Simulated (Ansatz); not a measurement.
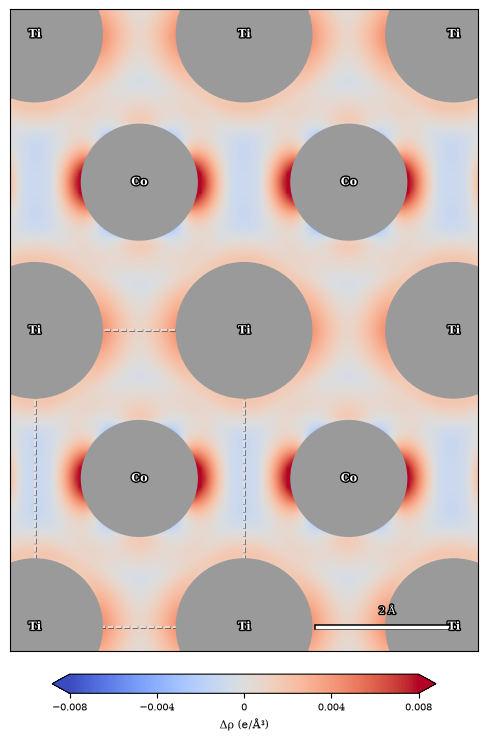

TiCo: difference of two self-consistent densities at the same geometry, ρ(PBEsol) − ρ(PBE), on the (110) plane of the conventional cell. Grey discs cover the cores, where the PAW densities can't be compared. Cores are masked to 1.0 Å (Ti) and 0.8 Å (Co).

Space group Pm-3m; spin-polarised. The cell comes from a database of computed structures, not from a measurement.

Both runs: Ansatz, scalar-relativistic, plane waves and PAW, same cutoff, k-points and PAW files (made with PBE).

Question: What differs between the two levels of theory?

Answer: Against PBE, and outside the masked cores, the largest gain, 0.007 e/Å³, lies 0.9 Å from a cobalt nucleus, and the largest loss, 0.001 e/Å³, lies 1.6 Å from a cobalt nucleus and 1.7 Å from a titanium one.
- Bader charges are Ti +1.20 and Co −1.20 e with PBE and Ti +1.17 and Co −1.17 e with PBEsol. Among metals such charges hang on how the charge between the atoms is shared out.
- At this volume the pressure is 0 GPa with PBE and −8 GPa with PBEsol.
- The integrated |spin density| goes from 1.1 to 0.9 μB in the cell of the calculation, and part of the map comes from this change.
